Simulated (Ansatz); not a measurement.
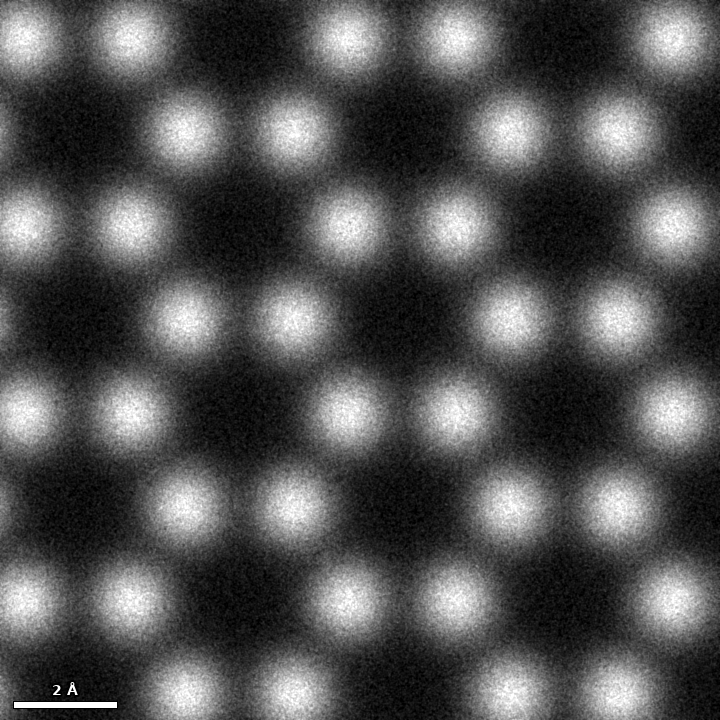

An image along [001] of one of the structures below (computed or model cells, partly hypothetical, each in its standard cell). The image is simulated as a sum over atoms of Z^1.7, blurred by a 1.13 Å probe (no channelling). The probe carries 15 % of its weight in a tail 2.5 times as wide. The display is stretched by a gamma of 0.8; percentages refer to the linear signal. Shot noise was added.

A. Ir
Space group Fm-3m (No. 225). a = 3.844 Å, b = 3.844 Å, c = 3.844 Å, α = 90.00°, β = 90.00°, γ = 90.00°
```csv
atom,site,symmetry,x,y,z
Ir,4a,m-3m,0.0000,0.0000,0.0000
```

B. Yb
Space group P6_3/mmc (No. 194). a = 3.993 Å, b = 3.993 Å, c = 12.631 Å, α = 90.00°, β = 90.00°, γ = 120.00°
```
atom  site  symmetry       x       y       z
  Yb    2a      -3m.  0.0000  0.0000  0.0000
  Yb    2c      -6m2  0.3333  0.6667  0.2500
```

C. Gd
Space group P6_3/mmc (No. 194). a = 3.646 Å, b = 3.646 Å, c = 5.828 Å, α = 90.00°, β = 90.00°, γ = 120.00°
| atom | site | symmetry | x | y | z |
| --- | --- | --- | --- | --- | --- |
| Gd | 2d | -6m2 | 0.3333 | 0.6667 | 0.7500 |

D. Tl
Space group Im-3m (No. 229). a = 3.939 Å, b = 3.939 Å, c = 3.939 Å, α = 90.00°, β = 90.00°, γ = 90.00°
| atom | site | symmetry | x | y | z |
| --- | --- | --- | --- | --- | --- |
| Tl | 2a | m-3m | 0.0000 | 0.0000 | 0.0000 |

Q: Which structure was imaged?

C, Gd. Along [001] the projected cells are A 1.92 × 1.92 Å, 90°; B 3.99 × 3.99 Å, 120°; C 3.65 × 3.65 Å, 120°; D 2.79 × 2.79 Å, 90°. The image repeats as C does.

Structure C: the input geometry of a calculation.
